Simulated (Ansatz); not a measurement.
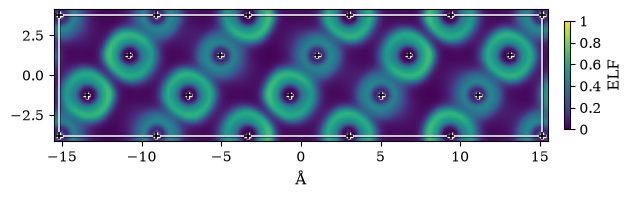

The ELF on a plane through atoms (crosses mark nuclei in the plane).

These are results of DFT PBEsol, scalar-relativistic, plane waves, PAW in Ansatz 0.2.0, not measurements.

Candidates:
A. Bi2Te3, a = 4.38 Å, b = 4.38 Å, c = 30.32 Å, α = 90.00°, β = 90.00°, γ = 120.00°. Space group R-3m.
B. Ta2Si, a = 6.14 Å, b = 6.14 Å, c = 5.04 Å, α = 90.00°, β = 90.00°, γ = 90.00°. Space group I4/mcm; a structure from a database of computed crystals, not necessarily the ambient phase.

> Which candidate gave the map?

Candidate A: Bi2Te3 on the (110) plane of the conventional cell, which holds Bi and Te. Bi–Te (3.06 Å): the ELF peaks at about 0.65 in the valence shell of Te, 1.3 Å from its nucleus, and drops to about 0.35 between the two atoms. Bi–Te (3.23 Å): the ELF peaks at about 0.65 in the valence shell of Te, 1.3 Å from its nucleus, and drops to about 0.30 between the two atoms.
